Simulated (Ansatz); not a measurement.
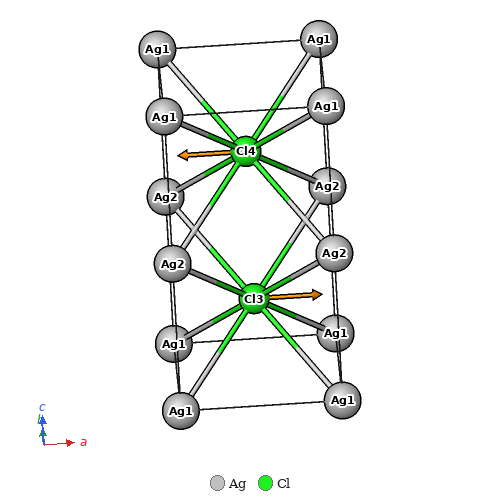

The system is AgCl (Pm-3m, No. 221; 4 atoms in the cell); the picture shows the reference structure; orange arrows give the pattern of the mode. The energy is mapped over a normal mode and a strain (zone-centre modes of the 4-atom cell of this scan, which folds in the wave vector (0, 0, 1/2) of the primitive cell) (x, y and z along the cube axes). Coordinates scanned: (1) amplitude of mode 1 (97i cm⁻¹), largest displacement in the unstrained cell; (2) normal strain along x. Nothing is relaxed (the pattern is fixed in fractional coordinates). The scan uses a 7 × 7 grid; 28 points were computed and 21 follow by symmetry. Points are written as (first, second). Energies: meV per cell, counted from the lowest grid point. Computed with DFT PBEsol, scalar-relativistic, plane waves, PAW in Ansatz. Settings: cutoff 420 eV, k-mesh 10×10×6 in the order of the run's cell vectors, gaussian smearing 0.05 eV, no spin polarisation.

Its coordinates:

```
CELL_PARAMETERS angstrom
3.33116 0.00000 0.00000
0.00000 3.33116 0.00000
0.00000 0.00000 6.66232
ATOMIC_POSITIONS crystal
Ag 0.00000 0.00000 0.00000
Ag 0.00000 0.00000 0.50000
Cl 0.50000 0.50000 0.25000
Cl 0.50000 0.50000 0.75000
```

Range: amplitude of mode 1 (97i cm⁻¹), largest displacement in the unstrained cell from −0.595 to 0.595 Å; normal strain along x from −7.00 to 7.00 %.

### Predict the map.

The lowest grid point is at (−0.595 Å, 7.00 %); the map holds 2 wells of about this depth. The bottom of the well lies between grid points, at about (−0.53 Å, 6.01 %), about 11 meV lower on the interpolated surface. The reference structure, at (0.000 Å, 0.00 %), is a saddle of this map. It is the only kind of minimum in the scanned range. The highest grid point, (−0.595 Å, −7.00 %), lies 319 meV above the lowest. On the interpolated surface the easiest way out of the lowest well to a well of about the same depth near (0.595 Å, 7.00 %) passes a barrier of about 135 meV, counted from the interpolated bottom of the well. The reference (Pm-3m) is not the lowest structure on this map: a distortion lowers the energy (space group Pmma at the lowest grid point).

```
second ↓, first →  −0.595  −0.397  −0.198  0.000  0.198  0.397  0.595
             7.00       0      27     150    222    150     27      0
             4.67      10      12     109    170    109     12     10
             2.33      33      12      86    136     86     12     33
             0.00      71      31      84    124     84     31     71
            −2.33     128      71     106    137    106     71    128
            −4.67     209     138     156    181    156    138    209
            −7.00     319     237     242    260    242    237    319
```

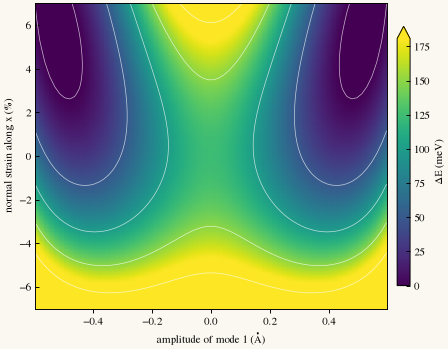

In the figure: a smooth colour map with a few white contour lines, one colour for all values above the top of the scale. Between grid points the surface is interpolated.

Each point was launched as `ansatz run input.yaml --threads 1 --pin off --max-ram 2048MiB --backend cpu --events-out ev --progress --plain --runs-dir out`. Time for the 28 points that were run: 12 min on 1 thread of Arm Neoverse N1, on a shared host.
